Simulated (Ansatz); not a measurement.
# Run report: MnO2, single-point calculation (part 1 of 2)

The run: single-point calculation of MnO2 (6 atoms in the cell). Method and program: DFT, HSE06, PAW, plane waves, scalar-relativistic, spin-polarised (Ansatz 0.2.0).

The structure derives from an entry of the Crystallography Open Database. It belongs to a series of runs on one base structure; here: parallel moments, plain SCF. Figures and captions count atoms from 1; the log counts them from 0 in places.

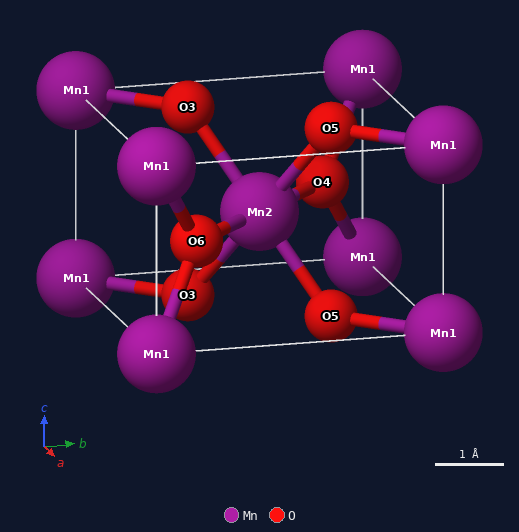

Fig. 1: The structure as given in the input (ball-and-stick view of the cell of the calculation, seen slightly off an axis; atoms are numbered from 1 in the order of the input).

### Input file
```yaml
crystal:
  lattice:
    - [4.3983, 0.0, 0.0]
    - [0.0, 4.3983, 0.0]
    - [0.0, 0.0, 2.873]
  atoms:
    - { symbol: Mn, position: [0.0, 0.0, 0.0], spin: 4.5 }
    - { symbol: Mn, position: [0.5, 0.5, 0.5], spin: 4.5 }
    - { symbol: O, position: [0.30515, 0.30515, 0.0] }
    - { symbol: O, position: [0.19485, 0.80515, 0.5] }
    - { symbol: O, position: [0.69485, 0.69485, 0.0] }
    - { symbol: O, position: [0.80515, 0.19485, 0.5] }
magnetization:
  spin_polarized: true
hamiltonian:
  xc: hse06
  pseudopotentials: { kind: paw }
basis:
  ecutwfc: 420
kpoints:
  mp_grid: { grid: [3, 3, 4] }
scf:
  occupations: { method: fermi_dirac, width: 0.03 }
  lower_state_search: "off"
output:
  forces: true
  stress: true
  write_density: true
  write_potential: true
  elf: true
  volumetric_format: npy
```

Machine: 4 threads of Arm Neoverse V2, 24 GiB of memory available, shared host.

Command:
```bash
ansatz run input.yaml --threads 4 --pin off --max-ram 10240MiB --backend cpu --events-out ev --progress --plain --runs-dir out
```

### Log
```
Warning: output.stress: scf.convergence.dr2_threshold = 1e-7 eV (the SCF's general default) is looser than the 6e-10 eV advised for a printed stress (1e-10 eV for each atom of the cell: 6). What an SCF threshold leaves in a stress goes as its square root, and in the free energy as the threshold itself, and one threshold admits the most on a small cell: of the crystals measured, under no hybrid functional and no lock of the moments, on runs that ended without the residual-converged pass, on stresses that held no estimate of that error, the worst erred by over 100 MPa in a component at 1e-7 eV an atom and by under 5 at 1e-10. Set scf.convergence.dr2_threshold to 6e-10 eV or tighter. The threshold is an SCF's pass mark: one that does not reach it within its budget of iterations ends unconverged, or closes short of it on a stop that the run arms, and scf.convergence.dr2_threshold's page says what that costs each kind of run
Warning: output.stress: scf.exx.energy_threshold = 1e-6 eV is looser than the 6e-8 eV advised for a stress under a hybrid functional (1e-8 eV for each atom of the cell: 6). Every SCF of the exchange loop can meet its threshold on dr2 while the loop round them stops early: no threshold on dr2 bounds what that leaves in the stress. Set scf.exx.energy_threshold to 6e-8 eV or tighter. The threshold is the loop's pass mark: a loop that does not reach it within its budget of cycles ends unconverged, and scf.exx.energy_threshold's page has the law
Engine: ansatz 0.2.0, aarch64-unknown-linux-gnu
Pseudopotentials: kind: paw
Pseudopotential: Mn, paw, valence charge 15, recommended cutoff 420 eV (normal), Mn.paw.azcp
Pseudopotential: O, paw, valence charge 6, recommended cutoff 420 eV (normal), O.paw.azcp
Functional definition: HSE06
  parameter a = 0.25
  parameter omega = 0.11/bohr
  exchange = pbe_x - a*pbe_x_sr(omega) + a*exact_x_sr(omega)
  correlation = pbe_c
Crystal: 6 atoms, lattice volume = 55.578 Å³
Basis set: ecut = 420 eV, 1073 PW (Γ), exchange–correlation on 60×60×40 points (8 copies of the dense FFT grid, shifted against one another)
Bands: 38, of which v1, the nominal top of the filled ones, is band 27 counted from 1 (26 counted from 0)
Symmetry: 16 space group operations
Space group: P42/mnm (ITA 136), of the structure as read, at distance tolerance 3.8e-5 Å
Magnetic group: BNS 136.495 (UNI 1155), of the structure as read, at distance tolerance 3.8e-5 Å
k-points: 9 of 36
Non-local potential: Mn, projectors of the file, l = 0: 3, l = 1: 2, l = 2: 3, l = 3: 1
Non-local potential: O, projectors of the file, l = 0: 2, l = 1: 2, l = 2: 1
PAW form: soft (Blöchl's): semilocal exchange-correlation on the pseudo side does not see the compensation charge
PAW frozen core: Mn, regenerated for the run's functional, and the local potential with it (the file was generated under x = pbe(κ = 0.804, μ = 0.2195149727645171), c = pbe(β = 0.06672455060314922))
PAW frozen core: O, regenerated for the run's functional, and the local potential with it (the file was generated under x = pbe(κ = 0.804, μ = 0.2195149727645171), c = pbe(β = 0.06672455060314922))
PAW one-centre angular grid: Mn, 590 points (default); XC on 64 Gauss nodes
PAW one-centre angular grid: O, 110 points (default); XC on 96 Gauss nodes
Initial density: superposition of atomic densities (chi_scale 0.1, normalization cell, long waves kept (reshape's long-wave potential 0.00 eV rms))
Starting moments: Σ|m| = 9 μB on 2 of 6 sites
Initial wavefunctions: pseudopotential atomic-orbital guess
Functional: x = pbe(κ = 0.804, μ = 0.2195149727645171), c = pbe(β = 0.06672455060314922), warm-up for x = pbe(κ = 0.804, μ = 0.2195149727645171) + 0.25 (exact − pbe) at short range (hse, ω = 0.20786987370883472 Å⁻¹), c = pbe(β = 0.06672455060314922); [...]
iter 1 solved again at ethr=5.00e-2 eV; its pass at ethr=1.00e-1 eV (dr2=2.70e1 eV) is discarded
SCF iter   1: F=—  HF=-10068.430701 eV  |F-HF|=—  |Δ(HF+E_count)|=         —  Δρ=1.87e-1 (↑6.56e-2 ↓1.87e-1)  dr2=2.68e1  dr2_m=3.67e0  M=5.468 μB ∫|m|=6.075 μB  β_m=0.30  ethr=5.00e-2  ⟨swp⟩=2.1  Hψ=3322  notcnv=0
preconditioner: auto → Kerker (q_TF=auto, 2.715 Å⁻¹)  [metal: Δε(μ)=0.008 eV  Ē_g=12.571 eV  σ=0.030 eV  W_gap=0.07  n_scr=18 (ndim 8)  ℏωp=30.7 eV  f_vac=0.000  D(μ)=5.22/eV (n_scr^D=66)]
spin=Collinear: Kerker preconditioning applied to the charge; magnetization (m = ρ↑ − ρ↓) channel mixes plain (no charge-response kernel on spin).
SCF iter   2: F=—  HF=-10066.608192 eV  |F-HF|=—  |Δ(HF+E_count)|=    1.82e0  Δρ=1.09e-1 (↑1.09e-1 ↓6.00e-2)  dr2=3.74e0  dr2_m=2.66e0  M=6.000 μB ∫|m|=6.678 μB  β_m=0.30  ethr=4.96e-2  ⟨swp⟩=2.6  Hψ=1397  notcnv=0  defer=1
Mixer restart at iter 2: flushing history
spin-set hold released at iteration 2 (the charge has settled, or the pull on large starting moments outlasts its swing): the magnetisation degrees of freedom join the quasi-Newton model from the next iteration; the mixer history was flushed
SCF iter   3: F=—  HF=-10066.686707 eV  |F-HF|=—  |Δ(HF+E_count)|=   7.85e-2  Δρ=5.38e-2 (↑5.09e-2 ↓5.38e-2)  dr2=5.35e-1  dr2_m=1.24e0  M=6.000 μB ∫|m|=6.591 μB  β_m=0.43  ethr=6.92e-3  ⟨swp⟩=3.2  Hψ=1556  notcnv=0  defer=2
SCF iter   4: F=—  HF=-10067.135294 eV  |F-HF|=—  |Δ(HF+E_count)|=   4.49e-1  Δρ=5.23e-2 (↑5.23e-2 ↓2.24e-2)  dr2=6.40e-1  dr2_m=5.86e-1  M=6.000 μB ∫|m|=6.436 μB  β_m=0.59  ethr=9.90e-4  ⟨swp⟩=3.3  Hψ=1439  notcnv=0  defer=8
iter 5 solved again at ethr=5.71e-5 eV; its pass at ethr=9.90e-4 eV (dr2=3.08e-2 eV) is discarded
SCF iter   5: F=—  HF=-10067.387069 eV  |F-HF|=—  |Δ(HF+E_count)|=   2.52e-1  Δρ=1.01e-2 (↑5.93e-3 ↓1.01e-2)  dr2=3.08e-2  dr2_m=2.72e-2  M=5.999 μB ∫|m|=6.211 μB  β_m=0.75  ethr=5.71e-5  ⟨swp⟩=3.2  Hψ=3117  notcnv=0  defer=4
SCF iter   6: F=—  HF=-10067.404637 eV  |F-HF|=—  |Δ(HF+E_count)|=   1.76e-2  Δρ=2.83e-3 (↑2.14e-3 ↓2.83e-3)  dr2=4.69e-3  dr2_m=2.09e-3  M=5.999 μB ∫|m|=6.155 μB  β_m=0.87  ethr=5.70e-5  ⟨swp⟩=3.3  Hψ=1585  notcnv=0  defer=5
SCF iter   7: F=—  HF=-10067.407391 eV  |F-HF|=—  |Δ(HF+E_count)|=   2.75e-3  Δρ=1.27e-3 (↑1.27e-3 ↓1.10e-3)  dr2=3.25e-3  dr2_m=3.77e-5  M=6.000 μB ∫|m|=6.140 μB  β_m=0.85  ethr=8.69e-6  ⟨swp⟩=3.3  Hψ=1660  notcnv=0  defer=4
SCF iter   8: F=—  HF=-10067.407166 eV  |F-HF|=—  |Δ(HF+E_count)|=   2.25e-4  Δρ=5.98e-4 (↑5.98e-4 ↓2.71e-4)  dr2=2.78e-4  dr2_m=6.47e-5  M=6.000 μB ∫|m|=6.137 μB  β_m=0.93  ethr=6.02e-6  ⟨swp⟩=2.4  Hψ=1340  notcnv=0  defer=1
SCF iter   9: F=—  HF=-10067.407283 eV  |F-HF|=—  |Δ(HF+E_count)|=   1.17e-4  Δρ=3.63e-4 (↑3.63e-4 ↓1.94e-4)  dr2=1.25e-4  dr2_m=5.59e-6  M=6.000 μB ∫|m|=6.140 μB  β_m=0.96  ethr=5.15e-7  ⟨swp⟩=3.2  Hψ=1445  notcnv=0  defer=2
SCF iter  10: F=—  HF=-10067.407280 eV  |F-HF|=—  |Δ(HF+E_count)|=   3.34e-6  Δρ=1.74e-4 (↑1.74e-4 ↓3.61e-5)  dr2=1.36e-5  dr2_m=2.86e-6  M=6.000 μB ∫|m|=6.140 μB  β_m=0.86  ethr=2.31e-7  ⟨swp⟩=2.1  Hψ=1180  notcnv=0  defer=1
SCF iter  11: F=—  HF=-10067.407280 eV  |F-HF|=—  |Δ(HF+E_count)|=   1.48e-7  Δρ=4.89e-5 (↑4.89e-5 ↓1.10e-5)  dr2=8.12e-7  dr2_m=2.77e-7  M=6.000 μB ∫|m|=6.139 μB  β_m=0.93  ethr=2.53e-8  ⟨swp⟩=2.7  Hψ=1238  notcnv=0
SCF iter  12: F=—  HF=-10067.407281 eV  |F-HF|=—  |Δ(HF+E_count)|=   4.18e-7  Δρ=2.60e-5 (↑1.28e-5 ↓2.60e-5)  dr2=6.87e-7  dr2_m=3.25e-8  M=6.000 μB ∫|m|=6.139 μB  β_m=0.80  ethr=1.50e-9  ⟨swp⟩=3.6  Hψ=1546  notcnv=0
SCF iter  13: F=—  HF=-10067.407280 eV  |F-HF|=—  |Δ(HF+E_count)|=   6.48e-8  Δρ=5.29e-6 (↑2.40e-6 ↓5.29e-6)  dr2=2.08e-8  dr2_m=2.98e-9  M=6.000 μB ∫|m|=6.139 μB  β_m=0.90  ethr=1.27e-9  ⟨swp⟩=2.0  Hψ=1173  notcnv=0
SCF iter  14: F=-10067.407280 eV  HF=-10067.407280 eV  |F-HF|=5.77e-10  |Δ(HF+E_count)|=   1.10e-8  Δρ=6.53e-7 (↑6.33e-7 ↓6.53e-7)  dr2=5.53e-10  dr2_m=5.30e-11  M=6.000 μB ∫|m|=6.139 μB  ethr=3.85e-11  ⟨swp⟩=3.5  Hψ=1452  notcnv=0
SCF 1 converged in 14 iterations: F = -10067.407280 eV  dr2 = 5.53e-10
  greatest PAW one-centre occupation: 1.000 electrons in one spin orbital (limit 2), on the Mn atom at site 1 (counted from 0), in its partial waves of l = 0
Initial density: handed on by an earlier stage of this run
Starting moments: Σ|m| = 9 μB on 2 of 6 sites; this step starts from the density that it was given
Initial wavefunctions: those handed on with the density
Functional: x = pbe(κ = 0.804, μ = 0.2195149727645171) + 0.25 (exact − pbe) at short range (hse, ω = 0.20786987370883472 Å⁻¹), c = pbe(β = 0.06672455060314922); HSE06 as pw.x's `hse` composes it (authors' and Libxc's form: `xc: wpbeh`)
Exchange kernel: α = 0.2500, screened, ω = 0.2079 Å⁻¹, Wigner–Seitz truncation, v(0) = 991.2476 eV·Å³, q-mesh 3×3×4, nearest image of the exchange supercell L = 11.49 Å, pair-density grid 24×24×18, without the augmentation charges, whose exchange is taken in its separable form by FFT convolution over the k-point m [...]
Frozen-core exchange: fock
iter 1 solved again at ethr=3.12e-3 eV; its pass at ethr=1.00e-1 eV (dr2=1.68e0 eV) is discarded
SCF iter   1: F=—  HF=-10064.679913 eV  |F-HF|=—  |Δ(HF+E_count)|=         —  Δρ=3.98e-2 (↑1.71e-2 ↓3.98e-2)  dr2=1.75e0  dr2_m=8.89e-2  M=6.000 μB ∫|m|=6.276 μB  β_m=0.30  ethr=3.12e-3  ⟨swp⟩=3.1  Hψ=2804  notcnv=0
preconditioner: auto → none  [insulator: Δε(μ)=1.618 eV  Ē_g=15.671 eV  σ=0.030 eV  W_gap=1.00  n_scr=18 (ndim 8)  ℏωp=30.7 eV  f_vac=0.022  D(μ)=0.00/eV (n_scr^D=0)]
SCF iter   2: F=—  HF=-10064.398402 eV  |F-HF|=—  |Δ(HF+E_count)|=   2.82e-1  Δρ=1.78e-2 (↑1.78e-2 ↓1.20e-2)  dr2=6.49e-2  dr2_m=9.02e-2  M=6.000 μB ∫|m|=6.333 μB  β_m=0.29  ethr=3.08e-3  ⟨swp⟩=3.2  Hψ=1572  notcnv=0
SCF iter   3: F=—  HF=-10064.492116 eV  |F-HF|=—  |Δ(HF+E_count)|=   9.37e-2  Δρ=1.87e-2 (↑1.87e-2 ↓6.99e-3)  dr2=8.56e-2  dr2_m=6.57e-2  M=6.000 μB ∫|m|=6.369 μB  β_m=0.65  ethr=6.90e-5  ⟨swp⟩=4.4  Hψ=1851  notcnv=0  defer=1
SCF iter   4: F=—  HF=-10064.589039 eV  |F-HF|=—  |Δ(HF+E_count)|=   9.69e-2  Δρ=1.85e-2 (↑1.05e-2 ↓1.85e-2)  dr2=4.43e-1  dr2_m=1.01e-2  M=6.000 μB ∫|m|=6.405 μB  β_m=0.60  ethr=6.90e-5  ⟨swp⟩=4.0  Hψ=2309  notcnv=0  recentre
SCF iter   5: F=—  HF=-10064.485705 eV  |F-HF|=—  |Δ(HF+E_count)|=   1.03e-1  Δρ=4.42e-3 (↑4.42e-3 ↓1.69e-3)  dr2=7.60e-3  dr2_m=3.09e-3  M=6.000 μB ∫|m|=6.438 μB  β_m=0.55  ethr=6.90e-5  ⟨swp⟩=4.0  Hψ=2224  notcnv=0
SCF iter   6: F=—  HF=-10064.484290 eV  |F-HF|=—  |Δ(HF+E_count)|=   1.42e-3  Δρ=1.15e-3 (↑1.15e-3 ↓3.07e-4)  dr2=4.96e-4  dr2_m=2.28e-4  M=6.000 μB ∫|m|=6.462 μB  β_m=0.77  ethr=1.29e-5  ⟨swp⟩=2.7  Hψ=1383  notcnv=0  defer=1
SCF iter   7: F=—  HF=-10064.484373 eV  |F-HF|=—  |Δ(HF+E_count)|=   8.31e-5  Δρ=4.04e-4 (↑4.04e-4 ↓3.62e-4)  dr2=7.70e-5  dr2_m=4.64e-5  M=6.000 μB ∫|m|=6.476 μB  β_m=0.81  ethr=8.47e-7  ⟨swp⟩=3.6  Hψ=1539  notcnv=0  defer=1
SCF iter   8: F=-10064.484347 eV  HF=-10064.484360 eV  |F-HF|=1.38e-5  |Δ(HF+E_count)|=   1.23e-5  Δρ=2.42e-4 (↑2.42e-4 ↓8.27e-5)  dr2=1.62e-5  dr2_m=1.01e-5  M=6.000 μB ∫|m|=6.480 μB  ethr=1.37e-7  ⟨swp⟩=3.7  Hψ=1625  notcnv=0
SCF 2 stopped early in 8 iterations: F = -10064.484347 eV  dr2 = 1.62e-5
  Residual-converged pass: ⟨swp⟩=4.0  Hψ=1708  notcnv=0  max |occ|·‖R‖ = 6.6e-6 eV (tolerance 6.7e-6 eV)  dr2=1.65e-5  dr2_m=1.02e-5  dr2_onsite=8.86e-6  max |Δocc| = 6.1e-13
hybrid outer 1: dexx = +1.714e-1 eV, tail = 5.79e-4 eV
Exchange kernel: α = 0.2500, screened, ω = 0.2079 Å⁻¹, Wigner–Seitz truncation, v(0) = 991.2476 eV·Å³, q-mesh 3×3×4, nearest image of the exchange supercell L = 11.49 Å, pair-density grid 24×24×18, without the augmentation charges, whose exchange is taken in its separable form by FFT convolution over the k-point m [...]
Frozen-core exchange: fock
```
